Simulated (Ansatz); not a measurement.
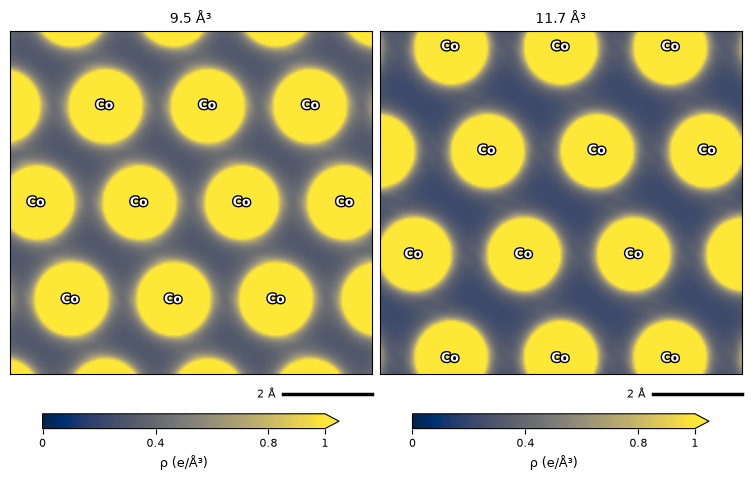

Co. The valence pseudo-density of cells scaled evenly to different volumes (given per atom above each panel), on the (100) plane of each (indices in the axes of the cell below), at one length scale and on one colour scale.

A generated structure, not necessarily the stable one; computed without spin polarisation.

Level of theory: DFT, RPBE, plane waves (420 eV) with PAW, scalar-relativistic (Ansatz 0.2.0).

The largest cell:

```
Co
1.0
    -1.43061    1.43061    1.43061
     1.43061   -1.43061    1.43061
     1.43061    1.43061   -1.43061
Co
1
Direct
  0.00000 0.00000 0.00000
```

| volume (Å³/atom) | Co–Co contact in the plane (Å) | ρ at its midpoint (e/Å³) | pressure (GPa) | 
| --- | --- | --- | --- |
| 9.54 | 2.314 | 0.416 | 37.6 | 
| 9.98 | 2.349 | ? | ? | 
| 11.71 | 2.478 | 0.324 | −13.8 | 

### Estimate the missing row, and compare with the calculation.

Over the known rows ln ρ falls by 1.52 per Å of Co–Co distance (the line through the two), which gives 0.394 e/Å³ at 2.349 Å; the calculation gives 0.386 e/Å³. For the pressure, a straight line in volume between the neighbouring rows gives 27.2 GPa; the calculation gives 22.1, lower because pressure rises ever faster on compression.
